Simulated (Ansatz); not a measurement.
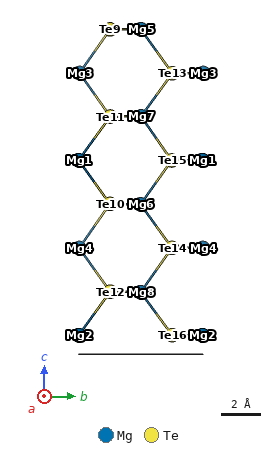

This is the input geometry for a relaxation of a slab of composition Mg8Te8. The picture is a ball-and-stick view of the 2 × 1 repeat of the cell, outlined in the plane, without the vacuum (origin shifted), seen along the a axis.

All numbers below come from DFT, PBEsol, PAW, plane waves in Ansatz 0.2.0.

The input:
```yaml
crystal:
  lattice:
    - [3.219405, -3.219405, 0.000000]
    - [0.000000, 0.000000, 6.438809]
    - [-20.460304, -20.460304, 0.000000]
  atoms:
    - { symbol: Mg, position: [0.996934, 0.995993, 0.539760] }
    - { symbol: Mg, position: [0.996969, 0.996707, 0.224938] }
    - { symbol: Mg, position: [0.005811, 0.003584, 0.696470] }
    - { symbol: Mg, position: [0.010146, 0.000735, 0.381679] }
    - { symbol: Mg, position: [0.495463, 0.499400, 0.775138] }
    - { symbol: Mg, position: [0.499490, 0.496745, 0.460311] }
    - { symbol: Mg, position: [0.503825, 0.500912, 0.618472] }
    - { symbol: Mg, position: [0.500401, 0.497675, 0.302277] }
    - { symbol: Te, position: [0.992936, 0.250825, 0.775042] }
    - { symbol: Te, position: [0.999891, 0.248488, 0.461094] }
    - { symbol: Te, position: [0.002848, 0.251847, 0.618253] }
    - { symbol: Te, position: [0.002666, 0.251618, 0.303222] }
    - { symbol: Te, position: [0.507293, 0.753625, 0.696065] }
    - { symbol: Te, position: [0.495065, 0.750443, 0.382001] }
    - { symbol: Te, position: [0.498111, 0.747807, 0.539220] }
    - { symbol: Te, position: [0.498410, 0.752142, 0.224978] }
kpoints:
  mp_grid: { grid: [6, 4, 1] }
hamiltonian:
  xc: pbesol
scf:
  occupations: { method: fermi_dirac, width: 0.01 }
relax:
  f_tol: 0.03
  max_steps: 80
  escape_saddle: false
  adjacent_minimum: "off"
output:
  forces: true
  eigenvalues: true
  populations: true
```

Run as
```bash
ansatz run in.yaml --threads 8 --pin off --max-ram 118750MiB --runs-dir r --events-out ev --progress --plain --backend cuda --devices 0, --max-vram 170GiB
```

### What does the optimiser find from here?

Over 4 geometry steps the energy falls by 0.724 eV per cell of the calculation. The largest force component goes from 0.6 to 0.028 eV/Å. The largest move relative to the layer's centre is that of Mg5, 0.69 Å at 36° to the normal (−c side). Largest moves by element: Mg 0.69 Å, Te 0.23 Å. The lattice vectors keep their values. Among the contacts that change: Mg5–Te13 2.814 → 2.745 Å, Mg5–Te9 2.792 → 2.725 Å, Mg4–Te14 2.733 → 2.799 Å, Mg2–Te12 2.797 → 2.745 Å. Bond angles that change, for instance: Mg2–Te16–Mg8 109.5° → 90.2°, Mg3–Te9–Mg5 108.2° → 90.2°, Mg2–Te12–Mg4 108.6° → 94.4°.

History of the run:

```tsv
step	E − E(0), meV/atom	largest force component, eV/Å
0	0.00	0.6049
1	-26.43	0.3035
2	-39.41	0.1832
3	-44.45	0.0669
4	-45.22	0.0281
```

The structure at the end:

```
Mg Te
1.0
     3.21941   -3.21941    0.00000
     0.00000    0.00000    6.43881
   -20.46030  -20.46030    0.00000
Mg Te
8 8
Direct
  0.00054 0.01278 0.54044
  0.00019 0.93656 0.24406
  0.00048 0.01563 0.70064
  0.99990 0.01160 0.38347
  0.50014 0.43695 0.75580
  0.50063 0.51248 0.45944
  0.50068 0.51192 0.61636
  0.50035 0.51533 0.29926
  0.00032 0.23669 0.78219
  0.00060 0.26275 0.46169
  0.00066 0.25987 0.61980
  0.00028 0.26346 0.30497
  0.50042 0.76378 0.69489
  0.50033 0.75953 0.38008
  0.50056 0.76303 0.53812
  0.50018 0.73618 0.21769
```

After the run, drawn alike:

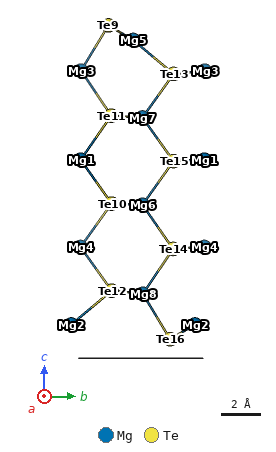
